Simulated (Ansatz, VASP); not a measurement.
## Cross-check of InSb between VASP and Ansatz

Wanted: the spread between two codes on one cell, functional and k mesh.

Calculated with Ansatz 0.2.0; plane waves, with VASP 6.6.1 beside it; zone-centre phonons at PBEsol with D3(BJ) and zone-centre phonons at r2SCAN.

### 1. Starting point

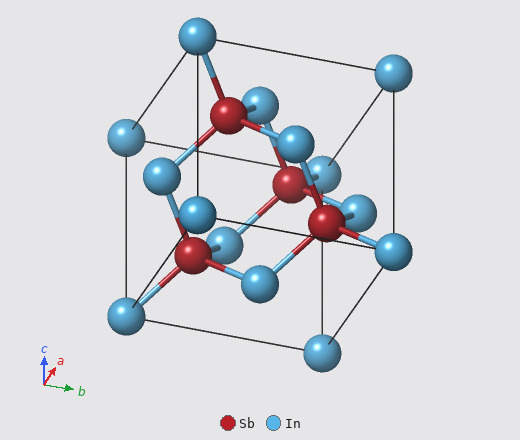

Start, viewed from a free direction; antimony red, indium blue. This picture shows the conventional cell, with its axes. Bonds to atoms that aren't drawn are left out. Some periodic images of atoms are drawn too.

Structure file:

```cif
data_structure
_symmetry_space_group_name_H-M 'P 1'
_symmetry_Int_Tables_number 1
_cell_length_a 4.5580
_cell_length_b 4.5580
_cell_length_c 4.5580
_cell_angle_alpha 60.000
_cell_angle_beta 60.000
_cell_angle_gamma 60.000
_cell_volume 66.96
loop_
_atom_site_label
_atom_site_type_symbol
_atom_site_fract_x
_atom_site_fract_y
_atom_site_fract_z
_atom_site_occupancy
Sb1 Sb 0.75000 0.75000 0.75000 1
In2 In 0.00000 0.00000 0.00000 1
```

### 2. VASP: zone-centre phonons, PBEsol with D3(BJ)

Second derivatives magnify differences that forces hide, and they need a tight electronic threshold.

Lines of VASP's logs that name or quote its potential files are left out, and so is its time.

The input, INCAR:

```
SYSTEM = InSb
PREC = Accurate
ENCUT = 450
EDIFF = 1E-08
NELM = 100
ISMEAR = 0
SIGMA = 0.05
LREAL = .FALSE.
ALGO = Normal
GGA = PS
IVDW = 12
NBANDS = 15
LORBIT = 11
LWAVE = .FALSE.
LCHARG = .FALSE.
KPAR = 8
IBRION = 6
NFREE = 2
POTIM = 0.015
NSW = 1
ISIF = 2
```

The input, POSCAR:

```
InSb
1.0
    0.0000000000      3.2229691784      3.2229691784
    3.2229691784      0.0000000000      3.2229691784
    3.2229691784      3.2229691784      0.0000000000
Sb In
1 1
Direct
    0.7500000000      0.7500000000      0.7500000000
    0.0000000000      0.0000000000      0.0000000000
```

The input, KPOINTS:

```
Automatic mesh
0
Gamma
10 10 10
0 0 0
```

The projector-augmented-wave data sets are Sb and In_d (PBE family, release 64).

Started as:

```bash
$ mpirun -np 8 vasp_std
```

Numbers of over 12 decimals in the logs are rounded to 6 here.

Output:

```text
[banner, memory and clock lines left out]
running    8 mpi-ranks, on    1 nodes
 distrk:  each k-point on    1 cores,    8 groups
 distr:  one band on    1 cores,    1 groups

 POSCAR found type information on POSCAR SbIn
 POSCAR found :  2 types and       2 ions
|                                                                             |
|           W    W    AA    RRRRR   N    N  II  N    N   GGGG   !!!           |
|           W    W   A  A   R    R  NN   N  II  NN   N  G    G  !!!           |
|           W    W  A    A  R    R  N N  N  II  N N  N  G       !!!           |
|           W WW W  AAAAAA  RRRRR   N  N N  II  N  N N  G  GGG   !            |
|           WW  WW  A    A  R   R   N   NN  II  N   NN  G    G                |
|           W    W  A    A  R    R  N    N  II  N    N   GGGG   !!!           |
|                                                                             |
|     For optimal performance we recommend to set                             |
|       NCORE = 2 up to number-of-cores-per-socket                            |
|     NCORE specifies how many cores store one orbital (NPAR=cpu/NCORE).      |
|     This setting can greatly improve the performance of VASP for DFT.       |
|     The default, NCORE=1 might be grossly inefficient on modern             |
|     multi-core architectures or massively parallel machines. Do your        |
|     Unfortunately you need to use the default for GW and RPA                |
|     calculations (for HF NCORE is supported but not extensively tested      |
|     yet).                                                                   |
|                                                                             |

|                                                                             |
|               ----> ADVICE to this user running VASP <----                  |
|                                                                             |
|     You enforced a specific xc type in the INCAR file but a different       |
|     [... a line on the potential file left out ...]
|     I HOPE YOU KNOW WHAT YOU ARE DOING!                                     |
|                                                                             |

 LDA part: xc-table for (Slater+PW92), standard interpolation
 POSCAR, INCAR and KPOINTS ok, starting setup
 FFT: planning ... GRIDC
 FFT: planning ... GRID_SOFT
 FFT: planning ... GRID
 WAVECAR not read
 entering main loop
       N       E                     dE             d eps       ncg     rms          rms(c)
DAV:   1     0.107699180045E+03    0.10770E+03   -0.72549E+03  1410   0.107E+03
DAV:   2    -0.117595698300E+01   -0.10888E+03   -0.10544E+03  1564   0.272E+02
DAV:   3    -0.764992565425E+01   -0.64740E+01   -0.64361E+01  1823   0.725E+01
DAV:   4    -0.782843601232E+01   -0.17851E+00   -0.17846E+00  1797   0.139E+01
DAV:   5    -0.783728358813E+01   -0.88476E-02   -0.88474E-02  2117   0.249E+00    0.416E+00
DAV:   6    -0.771214843986E+01    0.12514E+00   -0.18450E-01  2065   0.747E+00    0.236E+00
DAV:   7    -0.768769465506E+01    0.24454E-01   -0.71602E-02  1925   0.296E+00    0.622E-01
DAV:   8    -0.768687764140E+01    0.81701E-03   -0.80277E-03  1874   0.111E+00    0.269E-01
DAV:   9    -0.768726782260E+01   -0.39018E-03   -0.81803E-04  1606   0.261E-01    0.788E-02
DAV:  10    -0.768724897814E+01    0.18844E-04   -0.44502E-05  1892   0.474E-02    0.362E-02
DAV:  11    -0.768726819798E+01   -0.19220E-04   -0.33191E-05  1543   0.484E-02    0.215E-02
DAV:  12    -0.768726889193E+01   -0.69395E-06   -0.12351E-06  1832   0.829E-03    0.573E-03
DAV:  13    -0.768726869913E+01    0.19281E-06   -0.45816E-07  1620   0.513E-03    0.311E-03
DAV:  14    -0.768726867269E+01    0.26438E-07   -0.30356E-08  1935   0.906E-04    0.724E-04
DAV:  15    -0.768726867505E+01   -0.23597E-08   -0.35776E-09  1146   0.428E-04
   1 F= -.83766835E+01 E0= -.83766449E+01  d E =-.771443E-04
[...]
2 F= -.83758880E+01 E0= -.83758577E+01  d E =-.605553E-04
[...]
3 F= -.83758880E+01 E0= -.83758577E+01  d E =-.605595E-04
[...]
4 F= -.83758840E+01 E0= -.83758537E+01  d E =-.605629E-04
 Finite differences progress:
  Degree of freedom:   2/  2
  Displacement:        1/  2
  Total:               3/  4
 bond charge predicted
       N       E                     dE             d eps       ncg     rms          rms(c)
DAV:   1    -0.767958683410E+01    0.68826E-02   -0.29625E+00  6421   0.979E+00    0.311E-01
DAV:   2    -0.768646872971E+01   -0.68819E-02   -0.70397E-02  7916   0.220E+00    0.116E-01
DAV:   3    -0.768647657167E+01   -0.78420E-05   -0.67295E-04  7028   0.263E-01    0.947E-02
DAV:   4    -0.768646963108E+01    0.69406E-05   -0.53332E-05  8180   0.866E-02    0.486E-02
DAV:   5    -0.768646914881E+01    0.48227E-06   -0.94860E-06  7846   0.404E-02    0.713E-03
DAV:   6    -0.768646941293E+01   -0.26413E-06   -0.69834E-07  6913   0.940E-03    0.385E-03
DAV:   7    -0.768646941254E+01    0.38676E-09   -0.43858E-08  6183   0.189E-03
   5 F= -.83758840E+01 E0= -.83758537E+01  d E =-.605703E-04
 Finite differences progress:
  Degree of freedom:   2/  2
  Displacement:        2/  2
  Total:               4/  4
```

Parts of OUTCAR (step 2):

```text
ion  position               nearest neighbor table
   1  0.750  0.750  0.750-   2 2.79   2 2.79   2 2.79   2 2.79
   2  0.000  0.000  0.000-   1 2.79   1 2.79   1 2.79   1 2.79

  LATTYP: Found a face centered cubic cell.
 ALAT       =     6.4459383568

 Subroutine GETGRP returns: Found 24 space group operations
 (whereof 24 operations were pure point group operations)

The static configuration has the point symmetry T_d .

 Found     47 irreducible k-points:

   k-points           NKPTS =     47   k-points in BZ     NKDIM =     47   number of bands    NBANDS=     15

   dimension x,y,z NGX =    32 NGY =   32 NGZ =   32
   dimension x,y,z NGXF=    64 NGYF=   64 NGZF=   64

   ENCUT  =  450.0 eV  33.07 Ry    5.75 a.u.   7.88  7.88  7.88*2*pi/ulx,y,z

   NELECT =      18.0000    total number of electrons

 k-points in reciprocal lattice and weights: Automatic mesh
   0.00000000  0.00000000  0.00000000       0.001
   0.10000000  0.00000000  0.00000000       0.008
   0.20000000  0.00000000  0.00000000       0.008
   0.30000000  0.00000000  0.00000000       0.008
   0.40000000  0.00000000  0.00000000       0.008
   0.50000000  0.00000000  0.00000000       0.004
   0.10000000  0.10000000  0.00000000       0.006
   0.20000000  0.10000000  0.00000000       0.024
   0.30000000  0.10000000  0.00000000       0.024
[...]
-0.30000000  0.40000000  0.20000000       0.024
  -0.30000000  0.50000000  0.20000000       0.012

 Edisp (eV)   -0.68941

 average (electrostatic) potential at core
       1 -86.9375       2 -95.9690

 E-fermi :   5.1463

 k-point     1 :       0.0000    0.0000    0.0000
  band No.  band energies     occupation
    ...
      6      -5.7229      2.00000
      7       4.9532      2.00000
      8       5.0942      1.85939
      9       5.1272      1.41098
     10       5.1585      0.73020
     11       8.0288      0.00000
     12       8.0533      0.00000
     13       8.0792      0.00000
     14      10.7047      0.00000
     15      13.4430      0.00000

 k-point     2 :       0.1000    0.0000    0.0000
  band No.  band energies     occupation
    ...
      5      -9.3597      2.00000
      6      -5.6290      2.00000
      7       3.6065      2.00000
      8       4.9684      2.00000
      9       5.0104      1.99988
     10       5.9754      0.00000
     11       8.2304      0.00000
     12       8.2552      0.00000
     13       8.2848      0.00000
     14      11.2610      0.00000
    ...

 k-point     3 :       0.2000    0.0000    0.0000
  band No.  band energies     occupation
    ...
      5      -9.3599      2.00000
      6      -5.3575      2.00000
      7       2.1282      2.00000
      8       4.6530      2.00000
      9       4.6956      2.00000
     10       6.0780      0.00000
     11       8.6247      0.00000
     12       8.6724      0.00000
     13       9.2010      0.00000
     14      11.9563      0.00000
    ...

 Edisp (eV)   -0.68941

  Total      -0.00036     0.00176     0.00176     0.00000     0.12781     0.00000
  in kB      -0.00873     0.04219     0.04219     0.00000     3.05825     0.00000
  external pressure =        0.03 kB  Pullay stress =        0.00 kB

  energy-cutoff  :      450.00
  volume of cell :       66.96
      direct lattice vectors                 reciprocal lattice vectors
     0.000000000  3.222969178  3.222969178    -0.155136451  0.155136451  0.155136451
     3.222969178  0.000000000  3.222969178     0.155136451 -0.155136451  0.155136451
     3.222969178  3.222969178  0.000000000     0.155136451  0.155136451 -0.155136451

 POSITION                                       TOTAL-FORCE (eV/Angst)
 -----------------------------------------------------------------------------------
      4.83445      4.83445      4.83445        -0.106530      0.000000      0.000000
     -0.01500      0.00000      0.00000         0.106530     -0.000000     -0.000000
 -----------------------------------------------------------------------------------
    total drift:                                0.000369     -0.000000     -0.000000

  FREE ENERGIE OF THE ION-ELECTRON SYSTEM (eV)
  ---------------------------------------------------
  free  energy   TOTEN  =        -8.3758839520 eV

  energy  without entropy=       -8.3758233817  energy(sigma->0) =       -8.37585367

 Eigenvectors and eigenvalues of the dynamical matrix
 ----------------------------------------------------

   1 f  =    5.416784 THz    34.034661 2PiTHz  180.684481 cm-1    22.402010 meV
             X         Y         Z           dx          dy          dz
      4.834454  4.834454  4.834454    -0.696310    0.000000   -0.000000
      0.000000  0.000000  0.000000     0.717741   -0.000000    0.000000

   2 f  =    5.416784 THz    34.034661 2PiTHz  180.684481 cm-1    22.402010 meV
             X         Y         Z           dx          dy          dz
      4.834454  4.834454  4.834454     0.000000    0.696310    0.000000
      0.000000  0.000000  0.000000    -0.000000   -0.717741    0.000000

   3 f  =    5.416784 THz    34.034661 2PiTHz  180.684481 cm-1    22.402010 meV
             X         Y         Z           dx          dy          dz
      4.834454  4.834454  4.834454     0.000000    0.000000   -0.696310
      0.000000  0.000000  0.000000     0.000000    0.000000    0.717741

   4 f/i=    0.002739 THz     0.017207 2PiTHz    0.091351 cm-1     0.011326 meV
             X         Y         Z           dx          dy          dz
      4.834454  4.834454  4.834454     0.374005    0.566597   -0.232897
      0.000000  0.000000  0.000000     0.362837    0.549679   -0.225943

   5 f/i=    0.002739 THz     0.017207 2PiTHz    0.091351 cm-1     0.011326 meV
             X         Y         Z           dx          dy          dz
      4.834454  4.834454  4.834454     0.602548   -0.291029    0.259597
      0.000000  0.000000  0.000000     0.584556   -0.282339    0.251846

   6 f/i=    0.002739 THz     0.017207 2PiTHz    0.091351 cm-1     0.011326 meV
             X         Y         Z           dx          dy          dz
      4.834454  4.834454  4.834454    -0.110495    0.330790    0.627312
      0.000000  0.000000  0.000000    -0.107196    0.320913    0.608581

 ELASTIC MODULI CONTR FROM IONIC RELAXATION (kBar)
 Direction    XX          YY          ZZ          XY          YZ          ZX
 --------------------------------------------------------------------------------
 XX          -0.0000     -0.0000     -0.0000      0.0000      0.0000      0.0000
 YY          -0.0000     -0.0000     -0.0000      0.0000      0.0000      0.0000
 ZZ          -0.0000     -0.0000     -0.0000      0.0000      0.0000      0.0000
 XY           0.0000      0.0000      0.0000   -244.3684      0.0000      0.0000
 YZ           0.0000      0.0000      0.0000      0.0000   -244.3684      0.0000
 ZX           0.0000      0.0000      0.0000      0.0000      0.0000   -244.3684
 --------------------------------------------------------------------------------

 total charge
# of ion       s       p       d       tot
------------------------------------------
    1        1.137   1.341   0.021   2.499
    2        0.871   0.733   9.866  11.471
--------------------------------------------------
tot          2.008   2.074   9.887  13.969

[... 3 further parts left out ...]
```

CONTCAR:

```
InSb
   1.00000000000000
     0.0000000000000000    3.2229691784000001    3.2229691784000001
     3.2229691784000001    0.0000000000000000    3.2229691784000001
     3.2229691784000001    3.2229691784000001    0.0000000000000000
  Sb              In
     1     1
Direct
     0.7500000000000000    0.7500000000000000    0.7500000000000000
     0.0023270467649099   -0.0023270467649099   -0.0023270467649099
```

(Part 1 of 2 ends here.)

[Lines on the potential files, build, host, timing and source positions are cut from VASP's logs without a mark.]

[Logs are printed without paths, hosts, clocks, repeated set-up lines and the standing remarks that a program may print on its own settings, such as how far it seeks lower states.]

[Hosts, paths, dates, database ids (printed as entryN), source tags and the programs' standing remarks are cut or masked in the printed files.]
